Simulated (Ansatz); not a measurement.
```cif
data_structure
_symmetry_space_group_name_H-M 'P 1'
_symmetry_Int_Tables_number 1
_cell_length_a 5.0110
_cell_length_b 5.0110
_cell_length_c 5.0110
_cell_angle_alpha 109.471
_cell_angle_beta 109.471
_cell_angle_gamma 109.471
_cell_volume 96.86
loop_
_atom_site_label
_atom_site_type_symbol
_atom_site_fract_x
_atom_site_fract_y
_atom_site_fract_z
_atom_site_occupancy
Al1 Al 0.50000 0.50000 0.00000 1
Al2 Al 0.00000 0.00000 0.00000 1
Al3 Al 0.00000 0.50000 0.50000 1
Al4 Al 0.50000 0.00000 0.50000 1
Ni1 Ni 0.50000 0.50000 0.50000 1
Ni2 Ni 0.00000 0.00000 0.50000 1
Ni3 Ni 0.00000 0.50000 0.00000 1
Ni4 Ni 0.50000 0.00000 0.00000 1
```

Space group Pm-3m; computed without spin polarisation.

Level of theory: Ansatz, DFT PBE, scalar-relativistic, plane waves, PAW.

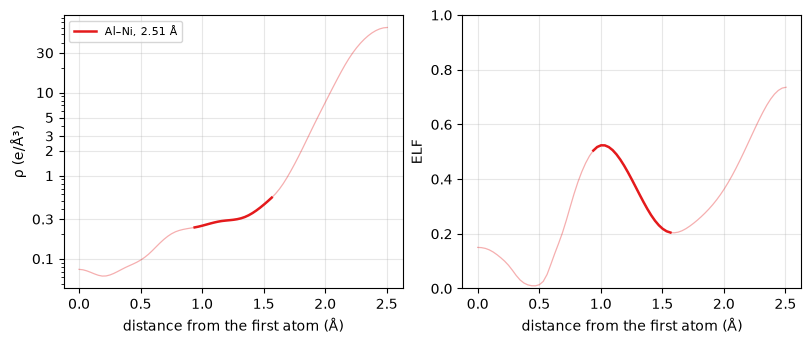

AlNi. Valence charge density (pseudo) and electron localisation function along straight lines between neighbouring atoms. Thin, pale parts lie inside the atomic spheres.

In a PAW calculation such maps are meaningful between the atoms, not at the nuclei.

Question: What can be read from the curves?

Answer: Al–Ni (2.51 Å): ρ is about 0.29 e/Å³ halfway; the ELF is about 0.40 at the midpoint.
